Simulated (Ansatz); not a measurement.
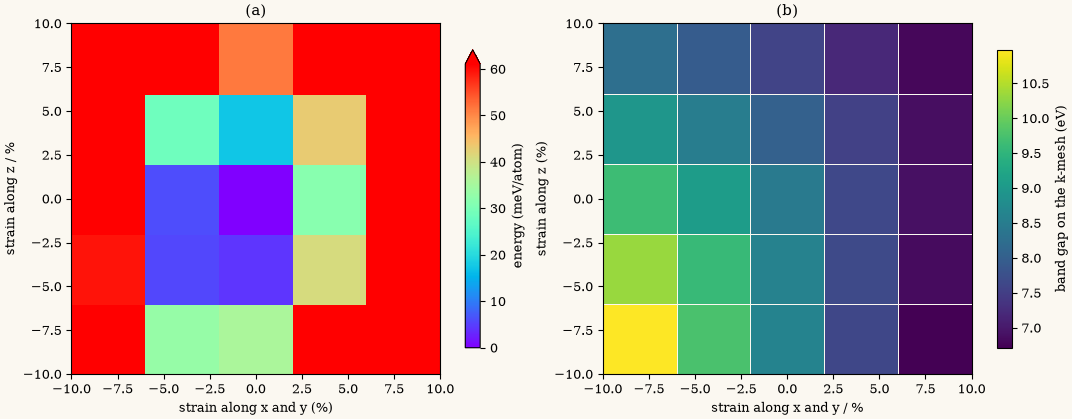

LiF (Pm-3m, No. 221; 2 atoms in the cell). The cell is strained homogeneously, by one strain along x and y and another along z, with fractional coordinates fixed (x, y and z along the cube axes). Coordinates scanned: (1) strain along x and y; (2) strain along z. The grid has 5 × 5 points. Energies are in meV/atom, from the lowest grid point. The reference cell is the one listed in the database, not relaxed at this level. Method: DFT r2SCAN, scalar-relativistic, plane waves, PAW in Ansatz. Settings: cutoff 500 eV, k-mesh 10×10×10, gaussian smearing 0.05 eV, no spin polarisation.

Panel (a) is the energy; panel (b) is the computed band gap on the k-mesh, in eV.

The picture shows one coloured cell a grid point, one colour for all values above the top of the scale.

### How does the band gap on the k-mesh vary over the map, and what is it at the lowest grid point?

It runs from 6.71 eV at strain along x and y = 8 %, strain along z = −8 % to 10.98 eV at strain along x and y = −8 %, strain along z = −8 %. At the lowest grid point, strain along x and y = 0 %, strain along z = 0 %, it is 8.46 eV.
